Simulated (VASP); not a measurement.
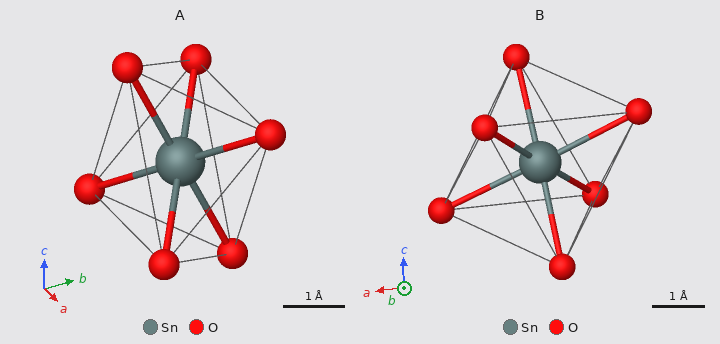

Coordination polyhedra in SnO₂ (P1). The shape measure S (0 to 100) is the computed least-squares distance from an ideal polyhedron; S = 0 means ideal. Source: a cell listed in the Materials Project, as set up for an electronic-structure calculation.

**Which coordination does each panel show?**

A. Sn2 site, SnO6: a clearly distorted octahedron (coordination number 6, S = 2.26; next best trigonal prism, S = 16.6); mean bond 2.14 Å.
B. Sn1 site, SnO6: a clearly distorted octahedron (coordination number 6, S = 2.36; next best trigonal prism, S = 16.6); mean bond 2.15 Å.
